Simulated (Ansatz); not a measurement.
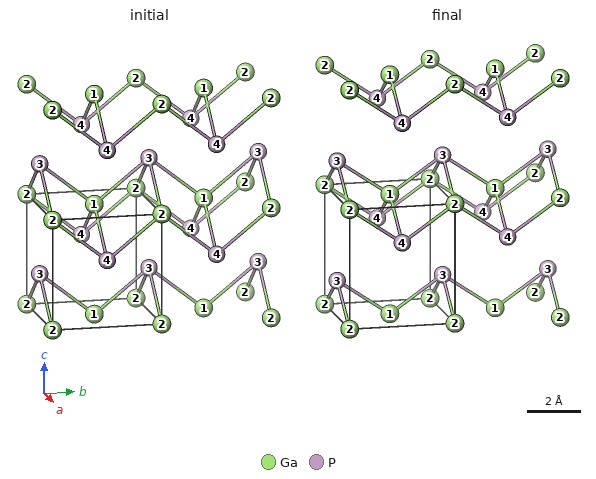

The structure of a crystal of GaP (a generated structure, set up in P4/nmm) (coarse preliminary run) before (left) and after (right) a relaxation, at one scale.

A ball-and-stick model of the cell of the calculation, repeated 1 × 2 × 2 with one cell outlined, seen slightly off an axis.

Case: Bi → P, In → Ga on all its sites, cell and atoms relaxed.

The calculation used DFT PBE, scalar-relativistic, plane waves, PAW in Ansatz 0.2.0. Set-up: plane-wave cutoff 420 eV; k-point mesh 6 × 6 × 6; occupations gaussian; smearing width 0.1 eV; no spin polarisation; cell and atoms relaxed; force threshold 0.05 eV/Å; at most 60 steps.

**Describe what moved and what it gained.**

The largest moves relative to the cell, 0.43 Å, are those of P3 and P4. P4 goes along +c. Ga stays in place. Cell: a = b 4.252 → 4.097 Å (−3.6 %), c 4.286 → 4.658 Å (+8.7 %). Volume +0.9 %. Among the contacts that change: Ga1–P3 2.715 → 2.486 Å. Bond angles that change, for instance: P3–Ga1–P3 103.1° → 111.0°, Ga1–P3–Ga1 103.1° → 111.0°, P3–Ga1–P4 112.8° → 108.7°. The space group stays P4/nmm (No. 129). Over 5 accepted moves (6 points after the start) the energy falls by 183 meV per atom. The largest force component goes from 1.6 to 0.00096 eV/Å. The pressure goes from −6.62 to 0.28 GPa. At 1 point the geometry stayed and the basis and grid were re-selected for the new cell (energy shift of 0.4 meV per atom at most each time).
